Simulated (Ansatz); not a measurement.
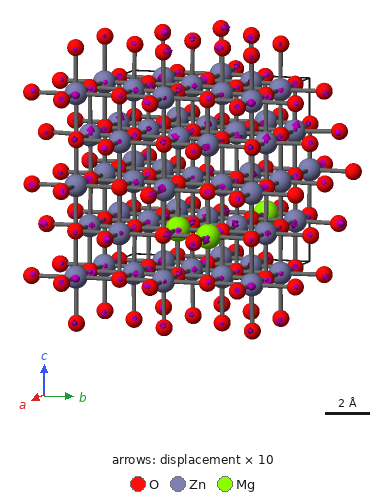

This is a relaxation of solid O32Zn30Mg2 (a generated structure, set up in P1). The starting structure is drawn; purple arrows show the displacements, magnified 10 times.

Style: ball-and-stick. Shown: the cell of the calculation, slightly off an axis.

Method: Ansatz 0.2.0, DFT, PBEsol, PAW, plane waves. Set-up: plane-wave cutoff 420 eV; k-point mesh 1 × 1 × 1; mesh shifted by (0.25, 0.25, 0.25); no spin polarisation; cell relaxed at fixed shape; force threshold 0.03 eV/Å; at most 80 steps.

Q: Describe the change and its energy.

A: The largest move is that of a Zn atom, 0.062 Å along [1 1 −2]. Largest moves by element: Zn 0.062 Å, O 0.051 Å, Mg 0.050 Å. The cell stays as it was. Some distances before and after: O–Zn 2.057 → 2.133 Å, O–Zn 2.206 → 2.132 Å, Mg–O 2.185 → 2.118 Å, O–Zn 2.097 → 2.148 Å. Among the angles between lasting bonds that change: Zn–O–Zn 175.0° → 180.0°, O–Zn–O 175.5° → 180.0°, Zn–O–Zn 176.4° → 180.0°. The space group (tolerance 0.01 Å) goes from P1 (No. 1) to Cmmm (No. 65). Over 5 geometry steps the energy falls by 4.7 meV per atom. Largest force component: 0.57 eV/Å at the start, 0.0006 eV/Å at the end. Pressure: 0.27 GPa at the start and 0.00 GPa at the end.
